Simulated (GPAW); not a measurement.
# zigzag V chain, bond 2.466 A: a ladder in the plane-wave cutoff, part 2 of 2

Wanted: the cheapest choice of the plane-wave cutoff that holds the magnetic results of zigzag V chain, bond 2.466 A.

GPAW 26.7.0; PBE; plane waves with GPAW's PAW setups, scalar-relativistic.

So far, largest spin moment in the augmentation sphere (μB): step 2 (rung 1 (250 eV), start ferro ++) 0.105; step 4 (cutoff 325 eV) 0.106; step 5 (antiferromagnetic, cutoff 325 eV, start moments [1.5, -1.5] μB) 2.04; step 6 (cutoff 400 eV) 0.107; step 7 (antiferromagnetic, cutoff 400 eV, start moments [1.5, -1.5] μB) 2.05.

## (8) Rung 4 (500 eV), start ferro ++

File order1.py:

```python
import json
import numpy as np
from ase import Atoms
from ase.parallel import paropen, parprint
from gpaw import GPAW

atoms = Atoms(['V', 'V'],
    cell=[[12.0, 0.0, 0.0],
         [0.0, 12.0, 0.0],
         [0.0, 0.0, 2.9592]],
    scaled_positions=[[0.4178, 0.5, 0.0],
         [0.5822, 0.5, 0.5]],
    pbc=True,
    magmoms=[1.5, 1.5])
atoms.calc = GPAW(mode={'name': 'pw', 'ecut': 500},
    xc='PBE',
    kpts={'size': (1, 1, 10), 'gamma': True},
    occupations={'name': 'fermi-dirac', 'width': 0.05},
    convergence={'density': 1e-05, 'energy': 1e-05},
    maxiter=200,
    symmetry={'tolerance': 1e-4},
    txt='order1.txt')
e = atoms.get_potential_energy(force_consistent=True)
res = {'free_energy': e, 'energy_sigma0': atoms.get_potential_energy(), 'fermi_energy': atoms.calc.get_fermi_level()}
res['moments'] = atoms.get_magnetic_moments().tolist()
res['total'] = atoms.get_magnetic_moment()
parprint('site moments (muB):', np.round(res['moments'], 3))
parprint(f"total moment: {res['total']:.3f} muB")
parprint(f'free energy: {e:.6f} eV')
atoms.calc.write('order1.gpw')
with paropen('results.json', 'w') as f:
    json.dump(res, f)
```

Run with:

```bash
OMP_NUM_THREADS=1 python3 order1.py > order1.log
```

Log:

```text
site moments (muB): [0.107 0.107]
total moment: 0.239 muB
free energy: -10.699541 eV

--- order1.txt ---
Input parameters:
  mode=PW(ecut=500),
  convergence={'density': 1e-05, 'energy': 1e-05},
  kpts=MonkhorstPack(size=(1, 1, 10), gamma=True),
  maxiter=200,
  occupations=Occupations(name='fermi-dirac', width=0.05),
  symmetry=Symmetry(tolerance=0.0001),
  xc=XC(name='PBE')

Diagonalizing LCAO Hamiltonian
[...]
|          8 |        -5.921 |     1.000 |        -5.886 |     1.000 |
|          9 |        -4.748 |     1.000 |        -4.721 |     1.000 |
[...]
|         18 |        -1.642 |     0.000 |        -1.604 |     0.000 |
|         19 |        -1.122 |     0.000 |        -1.007 |     0.000 |
|         20 |        -0.459 |     0.000 |        -0.451 |     0.000 |
|         21 |        -0.223 |     0.000 |        -0.053 |     0.000 |

No gap
No difference between direct/indirect transitions


[key lines of the parts left out:]
Free energy:     -10.699541
Converged in 30 steps
dipole moment: (0.000003, 0.000000, -7.049460)  # |e|*Ang
Fermi level: -2.672
```

It took 42 s on 1 MPI rank of AMD EPYC 9R45, shared host; peak memory 0.36 GiB.

Numbers from this step:

| Quantity | Value |
| --- | --- |
| magnetization | 0.2390 μB |
| final state | weakly magnetic |
| largest moment | 0.1066 μB |

After 30 cycles the largest moment is only 0.107 μB.

## (9) Rung 4 (500 eV), start antiferro +-

File order2.py:

```python
import json
import numpy as np
from ase import Atoms
from ase.parallel import paropen, parprint
from gpaw import GPAW

atoms = Atoms(['V', 'V'],
    cell=[[12.0, 0.0, 0.0],
         [0.0, 12.0, 0.0],
         [0.0, 0.0, 2.9592]],
    scaled_positions=[[0.4178, 0.5, 0.0],
         [0.5822, 0.5, 0.5]],
    pbc=True,
    magmoms=[1.5, -1.5])
atoms.calc = GPAW(mode={'name': 'pw', 'ecut': 500},
    xc='PBE',
    kpts={'size': (1, 1, 10), 'gamma': True},
    occupations={'name': 'fermi-dirac', 'width': 0.05},
    convergence={'density': 1e-05, 'energy': 1e-05},
    maxiter=200,
    symmetry={'tolerance': 1e-4},
    txt='order2.txt')
e = atoms.get_potential_energy(force_consistent=True)
res = {'free_energy': e, 'energy_sigma0': atoms.get_potential_energy(), 'fermi_energy': atoms.calc.get_fermi_level()}
res['moments'] = atoms.get_magnetic_moments().tolist()
res['total'] = atoms.get_magnetic_moment()
parprint('site moments (muB):', np.round(res['moments'], 3))
parprint(f"total moment: {res['total']:.3f} muB")
parprint(f'free energy: {e:.6f} eV')
atoms.calc.write('order2.gpw')
with paropen('results.json', 'w') as f:
    json.dump(res, f)
```

Run with:

```bash
OMP_NUM_THREADS=1 python3 order2.py > order2.log
```

Log:

```text
site moments (muB): [ 2.055 -2.055]
total moment: -0.000 muB
free energy: -11.176240 eV

--- order2.txt ---
Input parameters:
  mode=PW(ecut=500),
  convergence={'density': 1e-05, 'energy': 1e-05},
  kpts=MonkhorstPack(size=(1, 1, 10), gamma=True),
  maxiter=200,
  occupations=Occupations(name='fermi-dirac', width=0.05),
  symmetry=Symmetry(tolerance=0.0001),
  xc=XC(name='PBE')

Diagonalizing LCAO Hamiltonian
[...]
|          6 |       -38.927 |     1.000 |       -38.927 |     1.000 |
|          7 |       -38.870 |     1.000 |       -38.870 |     1.000 |
[...]
|         16 |        -1.252 |     0.000 |        -1.252 |     0.000 |
|         17 |        -0.746 |     0.000 |        -0.746 |     0.000 |
|         18 |        -0.738 |     0.000 |        -0.738 |     0.000 |
|         19 |        -0.182 |     0.000 |        -0.182 |     0.000 |

No gap
No difference between direct/indirect transitions


[key lines of the parts left out:]
Free energy:     -11.176240
Converged in 18 steps
dipole moment: (0.000003, 0.000000, -6.996690)  # |e|*Ang
Fermi level: -2.635
```

It took 24 s on 1 MPI rank; peak memory 0.35 GiB.

Read from the output:

| Quantity | Value |
| --- | --- |
| magnetization | 0 μB |
| final state | antiferromagnetic |
| largest moment | 2.055 μB |

This start lies -238.3 meV a seeded atom from the first, a change of -0.6 meV since rung 3; its largest moment is 2.05 μB.

## (10) Rung 5 (650 eV), start ferro ++

order1.py is the script of step 8 with these lines changed:

```diff
@@ -14,3 +14,3 @@
     magmoms=[1.5, 1.5])
-atoms.calc = GPAW(mode={'name': 'pw', 'ecut': 500},
+atoms.calc = GPAW(mode={'name': 'pw', 'ecut': 650},
     xc='PBE',
```

Run with:

```bash
OMP_NUM_THREADS=1 python3 order1.py > order1.log
```

Log:

```text
site moments (muB): [0.107 0.107]
total moment: 0.239 muB
free energy: -10.702954 eV

--- order1.txt ---
Input parameters:
  mode=PW(ecut=650),
  convergence={'density': 1e-05, 'energy': 1e-05},
  kpts=MonkhorstPack(size=(1, 1, 10), gamma=True),
  maxiter=200,
  occupations=Occupations(name='fermi-dirac', width=0.05),
  symmetry=Symmetry(tolerance=0.0001),
  xc=XC(name='PBE')

Diagonalizing LCAO Hamiltonian
[...]
|          8 |        -5.921 |     1.000 |        -5.886 |     1.000 |
|          9 |        -4.747 |     1.000 |        -4.721 |     1.000 |
[...]
|         18 |        -1.642 |     0.000 |        -1.604 |     0.000 |
|         19 |        -1.122 |     0.000 |        -1.007 |     0.000 |
|         20 |        -0.460 |     0.000 |        -0.452 |     0.000 |
|         21 |        -0.223 |     0.000 |        -0.054 |     0.000 |

No gap
No difference between direct/indirect transitions


[key lines of the parts left out:]
Free energy:     -10.702954
Converged in 35 steps
dipole moment: (-0.000001, 0.000000, -7.049437)  # |e|*Ang
Fermi level: -2.672
```

It took 67 s on 1 MPI rank; peak memory 0.47 GiB.

This step gave:

| Quantity | Value |
| --- | --- |
| magnetization | 0.2390 μB |
| final state | weakly magnetic |
| largest moment | 0.1066 μB |

After 35 cycles the largest moment is only 0.107 μB.

## (11) Rung 5 (650 eV), start antiferro +-

order2.py is the script of step 9 with these lines changed:

```diff
@@ -14,3 +14,3 @@
     magmoms=[1.5, -1.5])
-atoms.calc = GPAW(mode={'name': 'pw', 'ecut': 500},
+atoms.calc = GPAW(mode={'name': 'pw', 'ecut': 650},
     xc='PBE',
```

Run with:

```bash
OMP_NUM_THREADS=1 python3 order2.py > order2.log
```

Log:

```text
site moments (muB): [ 2.055 -2.055]
total moment: 0.000 muB
free energy: -11.179733 eV

--- order2.txt ---
Input parameters:
  mode=PW(ecut=650),
  convergence={'density': 1e-05, 'energy': 1e-05},
  kpts=MonkhorstPack(size=(1, 1, 10), gamma=True),
  maxiter=200,
  occupations=Occupations(name='fermi-dirac', width=0.05),
  symmetry=Symmetry(tolerance=0.0001),
  xc=XC(name='PBE')

Diagonalizing LCAO Hamiltonian
[...]
|          6 |       -38.927 |     1.000 |       -38.927 |     1.000 |
|          7 |       -38.869 |     1.000 |       -38.869 |     1.000 |
[...]
|         16 |        -1.252 |     0.000 |        -1.252 |     0.000 |
|         17 |        -0.746 |     0.000 |        -0.746 |     0.000 |
|         18 |        -0.738 |     0.000 |        -0.738 |     0.000 |
|         19 |        -0.183 |     0.000 |        -0.183 |     0.000 |

No gap
No difference between direct/indirect transitions


[key lines of the parts left out:]
Free energy:     -11.179733
Converged in 18 steps
dipole moment: (-0.000001, 0.000000, -6.996659)  # |e|*Ang
Fermi level: -2.635
```

Elapsed: 36 s, on 1 MPI rank; peak memory 0.46 GiB.

Numbers from this step:

```
magnetization  : 0 μB
final state    : antiferromagnetic
largest moment : 2.055 μB
```

This start lies -238.4 meV a seeded atom from the first, a change of -0.0 meV since rung 4; its largest moment is 2.05 μB.

## (12) Rung 6 (800 eV), start ferro ++

order1.py is the script of step 10 with these lines changed:

```diff
@@ -14,3 +14,3 @@
     magmoms=[1.5, 1.5])
-atoms.calc = GPAW(mode={'name': 'pw', 'ecut': 650},
+atoms.calc = GPAW(mode={'name': 'pw', 'ecut': 800},
     xc='PBE',
```

Run with:

```bash
OMP_NUM_THREADS=1 python3 order1.py > order1.log
```

Log:

```text
site moments (muB): [0.107 0.107]
total moment: 0.239 muB
free energy: -10.703175 eV

--- order1.txt ---
Input parameters:
  mode=PW(ecut=800),
  convergence={'density': 1e-05, 'energy': 1e-05},
  kpts=MonkhorstPack(size=(1, 1, 10), gamma=True),
  maxiter=200,
  occupations=Occupations(name='fermi-dirac', width=0.05),
  symmetry=Symmetry(tolerance=0.0001),
  xc=XC(name='PBE')

Diagonalizing LCAO Hamiltonian
[...]
|          8 |        -5.921 |     1.000 |        -5.886 |     1.000 |
|          9 |        -4.747 |     1.000 |        -4.721 |     1.000 |
[...]
|         18 |        -1.642 |     0.000 |        -1.604 |     0.000 |
|         19 |        -1.122 |     0.000 |        -1.007 |     0.000 |
|         20 |        -0.460 |     0.000 |        -0.452 |     0.000 |
|         21 |        -0.223 |     0.000 |        -0.054 |     0.000 |

No gap
No difference between direct/indirect transitions


[key lines of the parts left out:]
Free energy:     -10.703175
Converged in 34 steps
dipole moment: (0.000001, 0.000000, -7.049438)  # |e|*Ang
Fermi level: -2.672
```

Elapsed: 81 s, on 1 MPI rank; peak memory 0.61 GiB.

Read from the output:

```yaml
magnetization: 0.2391 μB
final_state: weakly magnetic
largest_moment: 0.1068 μB
```

After 34 cycles the largest moment is only 0.107 μB.

## (13) Rung 6 (800 eV), start antiferro +-

order2.py is the script of step 11 with these lines changed:

```diff
@@ -14,3 +14,3 @@
     magmoms=[1.5, -1.5])
-atoms.calc = GPAW(mode={'name': 'pw', 'ecut': 650},
+atoms.calc = GPAW(mode={'name': 'pw', 'ecut': 800},
     xc='PBE',
```

Run with:

```bash
OMP_NUM_THREADS=1 python3 order2.py > order2.log
```

Log:

```text
site moments (muB): [ 2.055 -2.055]
total moment: 0.000 muB
free energy: -11.179990 eV

--- order2.txt ---
Input parameters:
  mode=PW(ecut=800),
  convergence={'density': 1e-05, 'energy': 1e-05},
  kpts=MonkhorstPack(size=(1, 1, 10), gamma=True),
  maxiter=200,
  occupations=Occupations(name='fermi-dirac', width=0.05),
  symmetry=Symmetry(tolerance=0.0001),
  xc=XC(name='PBE')

Diagonalizing LCAO Hamiltonian
[...]
|          6 |       -38.927 |     1.000 |       -38.927 |     1.000 |
|          7 |       -38.869 |     1.000 |       -38.869 |     1.000 |
[...]
|         16 |        -1.252 |     0.000 |        -1.252 |     0.000 |
|         17 |        -0.746 |     0.000 |        -0.746 |     0.000 |
|         18 |        -0.738 |     0.000 |        -0.738 |     0.000 |
|         19 |        -0.183 |     0.000 |        -0.183 |     0.000 |

No gap
No difference between direct/indirect transitions


[key lines of the parts left out:]
Free energy:     -11.179990
Converged in 18 steps
dipole moment: (-0.000001, 0.000000, -6.996658)  # |e|*Ang
Fermi level: -2.635
```

Run time: 43 s. Hardware: 1 MPI rank; peak memory 0.59 GiB.

This step gave:

| Quantity | Value |
| --- | --- |
| magnetization | 0 μB |
| final state | antiferromagnetic |
| largest moment | 2.055 μB |

This start lies -238.4 meV a seeded atom from the first, a change of -0.0 meV since rung 5; its largest moment is 2.05 μB.

## (14) Side by side

Ladder, by row:

| rung | cutoff (eV) | state from the first start | state from the second start | second less first (meV a seeded atom) | moment, first (μB) | moment, second (μB) | CPU time (s) |
| --- | --- | --- | --- | --- | --- | --- | --- |
| 1 | 250 | weakly magnetic | antiferromagnetic | -223.9 | 0.1045 | 2.01 | 29.8 |
| 2 | 325 | weakly magnetic | antiferromagnetic | -232.9 | 0.1059 | 2.037 | 35.01 |
| 3 | 400 | weakly magnetic | antiferromagnetic | -237.7 | 0.1067 | 2.052 | 43 |
| 4 | 500 | weakly magnetic | antiferromagnetic | -238.3 | 0.1066 | 2.055 | 65.83 |
| 5 | 650 | weakly magnetic | antiferromagnetic | -238.4 | 0.1066 | 2.055 | 102.9 |
| 6 | 800 | weakly magnetic | antiferromagnetic | -238.4 | 0.1068 | 2.055 | 124 |

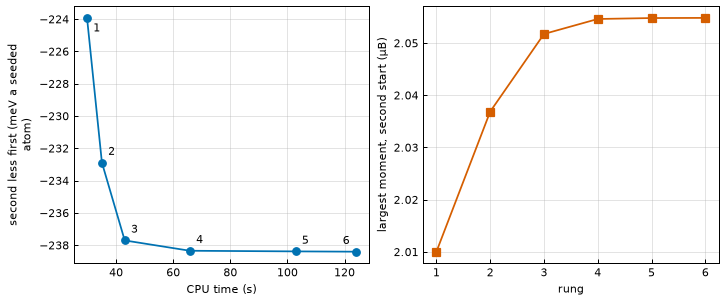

Result against cost, rungs numbered as in the table, and the moment by rung.

## (15) Outcome

```json
{
  "range of the moment in the table, second start": "2.01 to 2.05 μB",
  "range of CPU time": "30 s to 2.1 min",
  "range of the energy difference": "-238 to -224 meV a seeded atom",
  "first rung from which all stay within 12 meV of the last": "2"
}
```

**Reading.** From rung 2 on the result stays within 5.5 meV of the last rung, inside the margin of 12 meV set for it, at 28 % of the last rung's cost. The second start ends lower on every rung of the table; whether functional and cell give the true order is another question.

[Logs and program files are shortened in this print: banners, set-up blocks, solver, clock and traceback lines can be left out without a mark of their own.]

[Logs are printed without paths, hosts, clocks, repeated set-up lines and the standing remarks that a program may print on its own settings, such as how far it seeks lower states.]

[Hosts, paths, dates, database ids (printed as entryN), source tags and the programs' standing remarks are cut or masked in the printed files.]

[Where a cell is said to come from a database of computed structures, the database is the Materials Project.]
